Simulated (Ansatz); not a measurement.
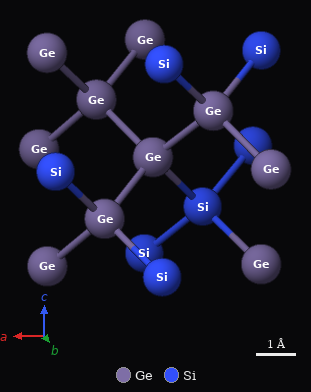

This is the input geometry for a relaxation of solid Ge42Si22 (a generated structure, set up in P1). A ball-and-stick model of the atoms within 4.2 Å of the atom that moves most (axes of the cell of the calculation), seen from a free direction.

Theory: DFT, PBEsol, PAW, plane waves (Ansatz).

Settings: plane-wave cutoff 420 eV; k-point mesh 1 × 1 × 1; mesh shifted by (0.25, 0.25, 0.25); no spin polarisation; cell relaxed at fixed shape; force threshold 0.03 eV/Å; at most 80 steps.

```
Ge Si
1.0
    11.18608    0.00000    0.00000
     0.00000   11.18608    0.00000
     0.00000    0.00000   11.18608
Ge Si
42 22
Direct
  0.00166 0.99939 0.99897
  0.99799 0.49952 0.99858
  0.00040 0.50106 0.49936
  0.49819 0.99856 0.99892
  0.50167 0.99887 0.49844
  0.50186 0.49867 0.00145
  0.12789 0.12782 0.12455
  0.12346 0.12974 0.62492
  0.12096 0.62487 0.12358
  0.62400 0.12558 0.12323
  0.62323 0.62551 0.62189
  0.25140 0.24904 0.99936
  0.24827 0.24935 0.49869
  0.24703 0.75101 0.00248
  0.75015 0.25261 0.49932
  0.74948 0.75189 0.50243
  0.37526 0.37140 0.12761
  0.37385 0.37439 0.62347
  0.37728 0.87731 0.12728
  0.37804 0.87543 0.62823
  0.87727 0.37614 0.12431
  0.87755 0.37411 0.62281
  0.24825 0.00047 0.24886
  0.24734 0.99887 0.74917
  0.25212 0.49984 0.24776
  0.25034 0.50020 0.75008
  0.74825 0.99850 0.25068
  0.74957 0.00086 0.74777
  0.74950 0.49878 0.74951
  0.37566 0.62513 0.87659
  0.87607 0.12316 0.37273
  0.87267 0.12489 0.87374
  0.87595 0.62384 0.37389
  0.00014 0.74664 0.25095
  0.50089 0.25281 0.24934
  0.50027 0.25124 0.74693
  0.50300 0.75085 0.24975
  0.49936 0.74671 0.75026
  0.12486 0.87611 0.37493
  0.62487 0.37616 0.37483
  0.62482 0.87296 0.37438
  0.62579 0.87498 0.87501
  0.99784 0.00052 0.49809
  0.50106 0.50248 0.49969
  0.12311 0.62656 0.62552
  0.62687 0.12355 0.62358
  0.62387 0.62451 0.12663
  0.25116 0.74954 0.49756
  0.74805 0.24627 0.00076
  0.75068 0.75105 0.99875
  0.87544 0.87447 0.12290
  0.87441 0.87815 0.62526
  0.74924 0.49864 0.24912
  0.37756 0.12428 0.37393
  0.37309 0.12422 0.87334
  0.37713 0.62750 0.37577
  0.87209 0.62801 0.87455
  0.00056 0.25212 0.25078
  0.99357 0.25117 0.75088
  0.99902 0.74982 0.75011
  0.12362 0.37282 0.37531
  0.12132 0.37652 0.87723
  0.12462 0.87607 0.87629
  0.62949 0.37252 0.87328
```

> What does the optimiser find from here?

The energy falls by 13.1 meV per atom in 3 geometry steps. Largest force component: 0.84 eV/Å at the start, 0.028 eV/Å at the end. The pressure goes from −0.35 to −0.01 GPa. Ge20 moves most relative to the cell: 0.095 Å along [−3 −1 −3]. Largest moves by element: Ge 0.095 Å, Si 0.086 Å. Cell: a = b = c 11.186 → 11.163 Å (−0.2 %). Volume −0.6 %. Near-neighbour distances that change, for instance: Si45–Si48 2.448 → 2.367 Å, Ge20–Si48 2.477 → 2.406 Å, Ge5–Ge41 2.410 → 2.446 Å, Ge20–Ge38 2.404 → 2.437 Å. Bond angles that change, for instance: Ge5–Ge20–Si48 107.2° → 111.4°, Ge20–Ge38–Ge42 107.4° → 111.0°, Ge8–Ge24–Ge20 111.4° → 108.2°. The space group stays P1 (No. 1).

Step by step:

| step | E − E(0), meV/atom | largest force component, eV/Å | pressure, GPa |
| --- | --- | --- | --- |
| 0 | 0.00 | 0.8424 | -0.35 |
| 1 | -12.75 | 0.1684 | -0.03 |
| 2 | -13.17 | 0.0279 | -0.01 |
| 3 | -13.14 | 0.0279 | -0.01 |

After the run, drawn alike:

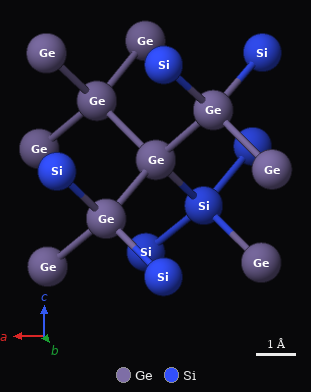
